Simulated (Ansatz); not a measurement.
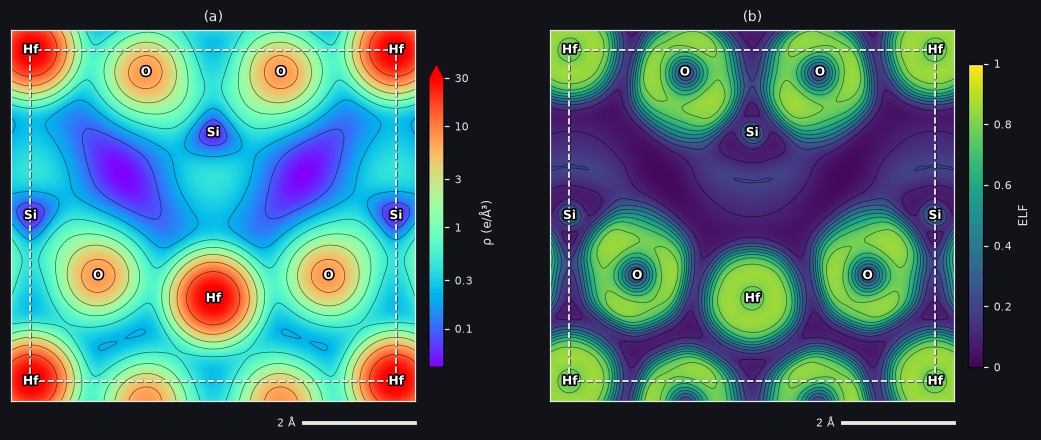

The picture shows: HfSiO$_{4}$. (a) valence pseudo-density; (b) electron localisation function on the (100) plane of the conventional cell.

Space group I4₁/amd; a structure from a database of computed crystals, not necessarily the ambient phase.

Computed with DFT PBEsol, scalar-relativistic, plane waves, PAW in Ansatz 0.2.0.

Core electrons are frozen (PAW), and the valence fields are smoothed inside the atomic spheres.

Question: What does the map show?

Answer: Atoms in the plane: Hf, Si and O. Si–O (1.63 Å): ρ at the midpoint is about 1.2 e/Å³; the ELF peaks at about 0.85 between the atoms (a shared but strongly polarised pair). Hf–O (2.11 Å): ρ is about 0.69 e/Å³ halfway; the ELF peaks at about 0.85 in the valence shell of O, 0.6 Å from its nucleus, and drops to about 0.15 between the two atoms: no localised pair shows between them. Hf–O (2.25 Å): the density is about 0.49 e/Å³ at the midpoint; the ELF peaks at about 0.85 in the valence shell of O, 0.6 Å from its nucleus, and drops to about 0.15 between the two atoms: no shared electron pair shows on this line. Between the atoms the lowest density in this plane is 0.04 e/Å³. The features right at Hf lie inside the PAW spheres, where the map follows smoothed inner orbitals and isn't to be read closely.

Question: Does the calculation make it a metal, or give it a gap?

Answer: It is gapped, with a Kohn–Sham gap of 5.4 eV on the k-point mesh, an upper bound to the gap of this method.
